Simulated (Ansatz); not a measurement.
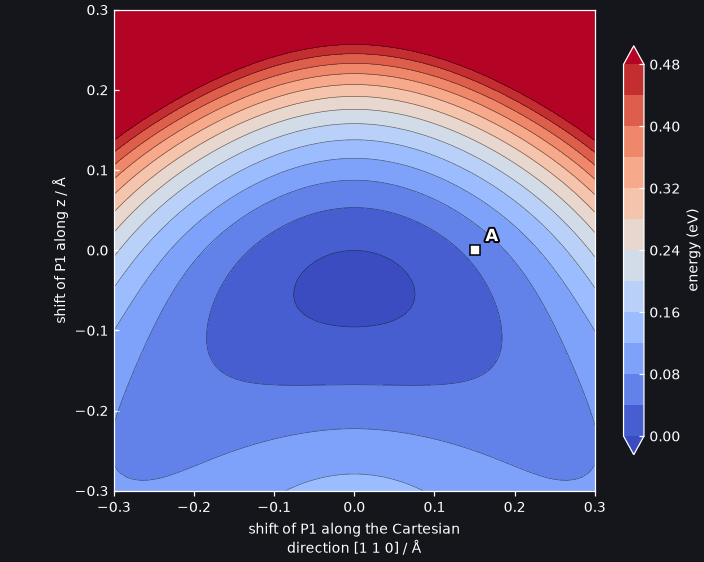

P (Imma, No. 74; 2 atoms in the cell). 
- Atom P1 is moved over a plane while all other atoms and the cell stay fixed (its periodic images move with it) (x along [1 0 0], y along [0 1 0], z along [0 0 1] of the conventional cell).
- First axis: shift of P1 along the Cartesian direction [1 1 0]. Second axis: shift of P1 along z.
- Grid: 5 × 5 points; 15 points were computed and 10 follow by symmetry.
- Points are written as (first, second).
- All energies are given in eV per cell relative to the lowest grid point.
- The reference cell is the one listed in the database, not relaxed at this level.
- Computed with DFT PBEsol, scalar-relativistic, plane waves, PAW (Ansatz). Settings: cutoff 420 eV, k-mesh 18×18×18, gaussian smearing 0.15 eV, no spin polarisation.

In the figure: filled contours, one colour for all values above the top of the scale, the point A. Between grid points the surface is interpolated.

Is A at rest? If not, where is it pushed?

Answer. A, at (0.15 Å, 0.00 Å), is not a stationary point. The computed force is 0.98 eV/Å in the plane, pointing down and left in the picture (components −0.69 and −0.69 eV/Å).
